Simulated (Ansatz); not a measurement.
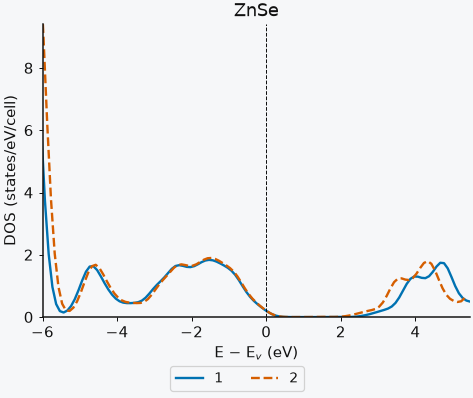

Total densities of states of zincblende ZnSe, space group F-43m, 2 atoms in the primitive cell (cubic a = 5.668 Å), by two methods on the same cell. The DOS curves are built from the levels of the k mesh with Gaussians 0.55 eV wide, which also blur the band edges; ripples of that width can come from the mesh. Each is counted from its own valence-band top.

Question: Which curve is which? The methods: r2SCAN, RPBE.

Answer: 1 is r2SCAN; 2 is RPBE. r2SCAN gives a gap of 1.86 eV and RPBE gives a gap of 1.45 eV.

Settings. r2SCAN: Ansatz PAW, no spin polarisation, no spin-orbit coupling, 8×8×8 k mesh, 500 eV cutoff, Fermi-Dirac smearing of 0.05 eV (Ansatz 0.2.0). RPBE: Ansatz PAW, non-collinear spin, program default start, no spin-orbit coupling, 8×8×8 k mesh, 420 eV cutoff, fixed occupations (Ansatz).

Gaps are the smallest over all k points computed. The cell is at 4 GPa in RPBE and −0 GPa in r2SCAN. The PAW data sets were made with another functional. LDA, GGA and most meta-GGA functionals understate gaps.
